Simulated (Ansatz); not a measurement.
**Al3Ni5: geometry relaxation (part 2 of 2)**

Continued. System: Al3Ni5 (Cmmm, 8 atoms in the cell). Method: DFT LDA, scalar-relativistic, plane waves, PAW, no spin polarisation (Ansatz 0.2.0); cutoff 420 eV, 8×8×10 k-mesh, Gaussian smearing of 0.1 eV. The structure derives from a Materials Project entry.

Geometry of the input (Å; fractional positions):
```
3.2778  -3.7005  0.0000
3.2778  3.7005  0.0000
0.0000  0.0000  3.7253
Al 0.5000  0.5000  0.0000
Al 0.7787  0.2213  0.5000
Al 0.2213  0.7787  0.5000
Ni 0.0000  0.0000  0.0000
Ni 0.0000  0.5000  0.0000
Ni 0.5000  -0.0000  0.0000
Ni 0.2759  0.2759  0.5000
Ni 0.7241  0.7241  0.5000
```

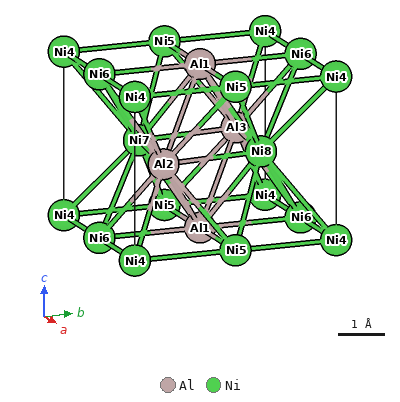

*The geometry at step 3 of the log (ball-and-stick view of the cell of the calculation, seen slightly off an axis; atoms are numbered from 1 in the order of the input).*

```
basis re-selected at this cell: Δ(F+E_penalty+E_count) = +1.517e-3 eV, ΔP = -0.021 GPa vs the last step (what re-selecting the basis moved, of the pressure what is left beyond the Pulay correction that the steps carried, after the strain that the cell walked since its last selection, with what the two solves' SCF thresholds leave and, on support functions, any second-order correction that the steps lacked; it is no measure of the basis error at this ecutwfc). This SCF's stress stands 2.69e-2 GPa from its target on what of the cell is left free (relax.cell.stress_tol is 5.00e-2 GPa) and its largest allowed force component is 1.54e-3 eV/Å (relax.f_tol is 5.00e-3 eV/Å): within both
SCF converged after 6 iterations
Free energy (F): -30410.396554 eV
Harris-Foulkes:  -30410.396554 eV  (|F-HF|=2.18e-11)
Internal energy: -30410.376456 eV  (E = F + TS)
E sigma→0 (E₀):  -30410.386505 eV
Entropy (-TS):   -0.020098 eV (-2.512 meV/atom)
Fermi energy:    15.724546 eV
--- Per-component energies (eV) ---
  E_band       = -1548.967283
  E_kinetic    = 1513.025696
  E_local      = -20972.877893  (includes V_loc(G=0)·N_el)
  E_nonlocal   = 3229.590769
  E_hartree    = 8992.374962
  E_xc         = -551.342593
  E_vxc        = -648.791096  (∫ρ·V_xc dr)
  E_paw        = -9153.702401  (= ΣΔE_a)
  E_vpaw       = -2654.667222  (= ΣTr[D̂ρ^β])
  E_aug_tail   = 0.002009  (compensation charges beyond the density's cutoff)
  E_ewald      = -13469.784756
  E_core_change = 2.337752  (= ΣΔE_core)
  E_smearing   = -0.020098  (= −TS)
  E_closure    = -0.000000  (closes the sum)
  Σ components = -30410.396554   (vs F -30410.396554, Δ=0.00e0)
--- Forces (eV/Å), atoms counted from 1 ---
  atom   1  Al     0.00000000     0.00000000     0.00000000
  atom   2  Al    -0.00000000    -0.00154397     0.00000000
  atom   3  Al     0.00000000     0.00154397    -0.00000000
  atom   4  Ni     0.00000000     0.00000000     0.00000000
  atom   5  Ni    -0.00000000     0.00000000     0.00000000
  atom   6  Ni    -0.00000000    -0.00000000     0.00000000
  atom   7  Ni     0.00119225    -0.00000000     0.00000000
  atom   8  Ni    -0.00119225     0.00000000     0.00000000
  max |Σ_I F_I| component: 2.17e-19 eV/Å
--- Stress (GPa, compression-positive) ---
        0.014172       0.000000       0.000000
        0.000000      -0.026905      -0.000000
        0.000000      -0.000000      -0.018763
  P = ⅓ Tr σ = -0.0105 GPa (-0.105 kbar)
--- Band table (eV; the first three rows and the last of 126) ---
  k-point 0: bands = ["-86.8950", "-86.8936", "-86.8231", "-86.8231", "-86.6137", "-47.7681", "-47.7595", "-47.7527", "-47.7421", "-47.7332", "-47.7032", "-47.6983", "-47.6932", "-47.6914", "-47.6614", "-47.6214", "-47.6147", "-47.5028", "-47.4592", "-47.3305", "4.6087", "9.4779", "9.5980", "10.4783", "11.0559", "11.2532", "11.7662", "11.7791", "12.0176", "12.3114", "12.3177", "12.5051", "12.6897", "13.2904", "13.3005", "13.4853", "13.5778", "13.8128", "13.9739", "14.0778", "14.1924", "14.2411", "14.4091", "14.4677", "14.5937", "14.6957", "14.8227", "14.9428", "15.0138", "15.1291", "15.8174", "16.1990", "17.7678", "19.9770", "20.6844", "22.0172", "22.1825", "22.7126", "22.8422", "22.9075"]
  k-point 1: bands = ["-86.8950", "-86.8936", "-86.8232", "-86.8231", "-86.6137", "-47.7685", "-47.7593", "-47.7518", "-47.7451", "-47.7313", "-47.7033", "-47.7029", "-47.6910", "-47.6885", "-47.6630", "-47.6222", "-47.6126", "-47.5028", "-47.4592", "-47.3305", "4.7219", "9.5046", "9.6453", "10.5646", "11.0509", "11.2976", "11.6558", "11.8180", "12.0433", "12.3095", "12.3560", "12.5261", "12.6550", "13.1513", "13.2379", "13.5396", "13.6045", "13.8563", "13.9733", "13.9820", "14.2096", "14.2369", "14.2398", "14.4373", "14.4834", "14.5524", "14.7590", "14.8281", "14.9354", "15.6219", "15.7611", "16.1592", "17.9815", "20.2422", "20.9340", "21.0197", "21.4963", "21.7577", "22.5642", "22.9430"]
  k-point 2: bands = ["-86.8948", "-86.8936", "-86.8234", "-86.8231", "-86.6137", "-47.7696", "-47.7586", "-47.7517", "-47.7493", "-47.7260", "-47.7104", "-47.7036", "-47.6893", "-47.6819", "-47.6679", "-47.6243", "-47.6076", "-47.5029", "-47.4592", "-47.3304", "5.0588", "9.5751", "9.7156", "10.7755", "10.8086", "11.3986", "11.5566", "11.9449", "12.1212", "12.3076", "12.4868", "12.5842", "12.5898", "12.9768", "13.1402", "13.4425", "13.7116", "13.7627", "13.8912", "13.9092", "13.9998", "14.1027", "14.2406", "14.3107", "14.4049", "14.4140", "14.6077", "14.8336", "14.9304", "15.5628", "16.0252", "16.3204", "18.5600", "19.8680", "20.1160", "20.3935", "20.5689", "20.9299", "22.5106", "22.9502"]
  k-point 125: bands = ["-86.8943", "-86.8936", "-86.8232", "-86.8231", "-86.6143", "-47.7719", "-47.7661", "-47.7570", "-47.7413", "-47.7232", "-47.7018", "-47.6927", "-47.6920", "-47.6867", "-47.6694", "-47.5992", "-47.5880", "-47.5036", "-47.4977", "-47.3460", "9.2573", "9.3066", "9.4430", "9.4758", "9.5864", "10.4760", "11.0729", "11.2786", "12.3699", "12.5252", "12.7567", "12.7630", "12.7923", "12.9170", "13.0327", "13.0601", "13.1945", "13.3515", "13.7438", "13.8535", "13.8980", "13.9274", "14.0396", "14.1181", "14.2770", "14.3091", "14.4023", "14.4084", "14.6194", "15.5699", "15.5954", "15.8250", "15.8672", "22.2937", "22.4663", "22.7901", "22.8801", "22.8892", "23.6157", "24.1535"]
--- Relaxed structure (4 steps of the walk, 4 accepted, 1 SCFs on fresh bases) ---
  F+E_penalty+E_count = -30410.39655403 eV   max|allowed force component| = 1.544e-3 eV/Å   (the final SCF, on the basis selected at the relaxed cell)
  cell:  # Å, volume = 87.6137 Å³
    - [3.2550802361910613, -3.6541914283452885, 3.3338965046441615e-18]
    - [3.2550802361910613, 3.6541914283452885, 3.3338965046441584e-18]
    - [3.788970855436781e-18, -1.438897107794886e-33, 3.6828944831050405]
  atoms:
    - { symbol: Al, position: [0.5, 0.5, 1.925929944387236e-34] }
    - { symbol: Al, position: [0.780263952067916, 0.21973604793208384, 0.5] }
    - { symbol: Al, position: [0.21973604793208384, 0.780263952067916, 0.5] }
    - { symbol: Ni, position: [1.6351497312737927e-20, -1.6609908497142993e-20, -5.553606009448983e-37] }
    - { symbol: Ni, position: [-5.551115123125783e-17, 0.5, 9.62964972193618e-35] }
    - { symbol: Ni, position: [0.5, -5.551115123125783e-17, 9.62964972193618e-35] }
    - { symbol: Ni, position: [0.2767659291784594, 0.2767659291784594, 0.5] }
    - { symbol: Ni, position: [0.7232340708215405, 0.7232340708215405, 0.5] }
```

### Trajectory as extended XYZ (Å, eV, eV/Å), 5 frames, from step=1 to step=5
```
8
Lattice="3.2778 -3.7005 0.0000 3.2778 3.7005 0.0000 0.0000 0.0000 3.7253" Properties=species:S:1:pos:R:3:forces:R:3 step=1 energy=-30410.34252 pressure_GPa=-5.90
Al    3.2778    0.0000    0.0000    0.0000   0.0000   0.0000
Al    3.2778   -2.0629    1.8626    0.0000  -0.1094   0.0000
Al    3.2778    2.0629    1.8626    0.0000   0.1094   0.0000
Ni    0.0000    0.0000    0.0000    0.0000   0.0000   0.0000
Ni    1.6389    1.8502    0.0000    0.0000   0.0000   0.0000
Ni    1.6389   -1.8502    0.0000    0.0000   0.0000   0.0000
Ni    1.8087    0.0000    1.8626    0.0110   0.0000   0.0000
Ni    4.7470    0.0000    1.8626   -0.0110   0.0000   0.0000
8
Lattice="3.2629 -3.6763 0.0000 3.2629 3.6763 0.0000 0.0000 0.0000 3.7018" Properties=species:S:1:pos:R:3:forces:R:3 step=2 energy=-30410.38603 pressure_GPa=-2.70
Al    3.2629    0.0000    0.0000    0.0000   0.0000   0.0000
Al    3.2629   -2.0503    1.8509    0.0000  -0.0855   0.0000
Al    3.2629    2.0503    1.8509    0.0000   0.0855   0.0000
Ni    0.0000    0.0000    0.0000    0.0000   0.0000   0.0000
Ni    1.6315    1.8381    0.0000    0.0000   0.0000   0.0000
Ni    1.6315   -1.8381    0.0000    0.0000   0.0000   0.0000
Ni    1.8004    0.0000    1.8509    0.0117   0.0000   0.0000
Ni    4.7255    0.0000    1.8509   -0.0117   0.0000   0.0000
8
Lattice="3.2520 -3.6559 0.0000 3.2520 3.6559 0.0000 0.0000 0.0000 3.6814" Properties=species:S:1:pos:R:3:forces:R:3 step=3 energy=-30410.39787 pressure_GPa=0.17
Al    3.2520    0.0000    0.0000    0.0000   0.0000   0.0000
Al    3.2520   -2.0447    1.8407    0.0000  -0.0258   0.0000
Al    3.2520    2.0447    1.8407    0.0000   0.0258   0.0000
Ni    0.0000    0.0000    0.0000    0.0000   0.0000   0.0000
Ni    1.6260    1.8279    0.0000    0.0000   0.0000   0.0000
Ni    1.6260   -1.8279    0.0000    0.0000   0.0000   0.0000
Ni    1.7964    0.0000    1.8407    0.0146   0.0000   0.0000
Ni    4.7077    0.0000    1.8407   -0.0146   0.0000   0.0000
8
Lattice="3.2551 -3.6542 0.0000 3.2551 3.6542 0.0000 0.0000 0.0000 3.6829" Properties=species:S:1:pos:R:3:forces:R:3 step=4 energy=-30410.39807 pressure_GPa=0.01
Al    3.2551    0.0000    0.0000    0.0000   0.0000   0.0000
Al    3.2551   -2.0483    1.8414    0.0000  -0.0017   0.0000
Al    3.2551    2.0483    1.8414    0.0000   0.0017   0.0000
Ni    0.0000    0.0000    0.0000    0.0000   0.0000   0.0000
Ni    1.6275    1.8271    0.0000    0.0000   0.0000   0.0000
Ni    1.6275   -1.8271    0.0000    0.0000   0.0000   0.0000
Ni    1.8018    0.0000    1.8414    0.0012   0.0000   0.0000
Ni    4.7084    0.0000    1.8414   -0.0012   0.0000   0.0000
8
Lattice="3.2551 -3.6542 0.0000 3.2551 3.6542 0.0000 0.0000 0.0000 3.6829" Properties=species:S:1:pos:R:3:forces:R:3 step=5 energy=-30410.39655 pressure_GPa=-0.01
Al    3.2551    0.0000    0.0000    0.0000   0.0000   0.0000
Al    3.2551   -2.0483    1.8414    0.0000  -0.0015   0.0000
Al    3.2551    2.0483    1.8414    0.0000   0.0015   0.0000
Ni    0.0000    0.0000    0.0000    0.0000   0.0000   0.0000
Ni    1.6275    1.8271    0.0000    0.0000   0.0000   0.0000
Ni    1.6275   -1.8271    0.0000    0.0000   0.0000   0.0000
Ni    1.8018    0.0000    1.8414    0.0012   0.0000   0.0000
Ni    4.7084    0.0000    1.8414   -0.0012   0.0000   0.0000
```

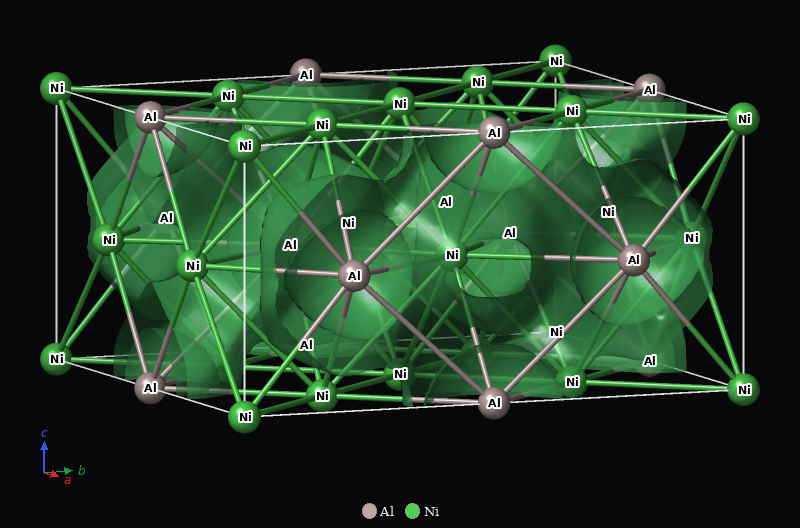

*Isosurface of the ELF at 0.4 (green), seen slightly off an axis. Only the valence region is drawn (cores and ρ < 0.01 e/Å³ removed). Sticks mark near contacts. The outline is the cell set on symmetry axes.*

The ELF exceeds this value in channels that run through the cell in one direction, counted in one cell of 16 atoms. Profiles from the grid: Al–Ni (2.35 Å): the ELF is about 0.40 at the midpoint, as expected for nearly free electrons, as in a simple metal. Ni–Ni (2.45 Å): the ELF is about 0.25 at the midpoint (no localised pair between them). In a PAW calculation such maps are meaningful between the atoms, not at the nuclei.

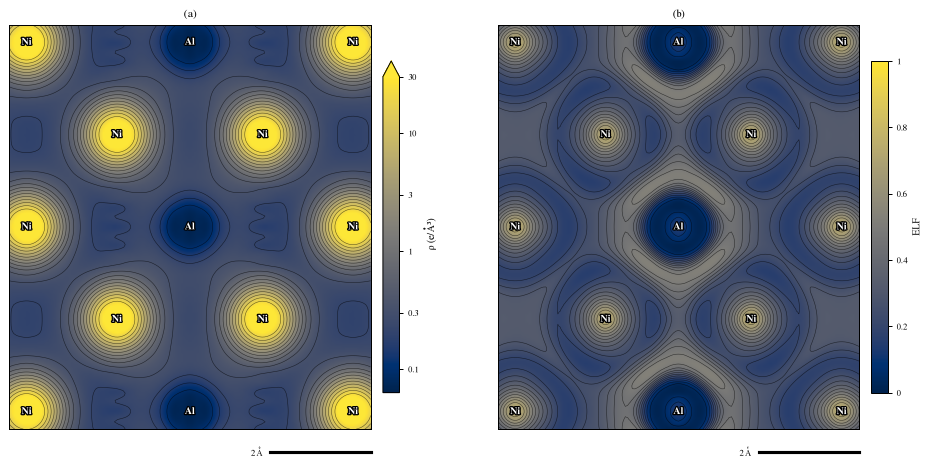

*(a) valence pseudo-density; (b) ELF on the (010) plane of the conventional cell.*

Atoms in the plane: Al and Ni. Al–Ni (2.35 Å): the density is about 0.38 e/Å³ at the midpoint; the ELF is about 0.40 at the midpoint (nearly free electrons, as in a simple metal). Ni–Ni (2.58 Å): ρ at the midpoint is about 0.3 e/Å³; the ELF is about 0.25 at the midpoint (no shared electron pair). Away from the nuclei the density in this plane falls to 0.17 e/Å³ at its lowest. The strong features right at Ni lie inside the PAW spheres (semicore, d or f shells) and say nothing about bonding.
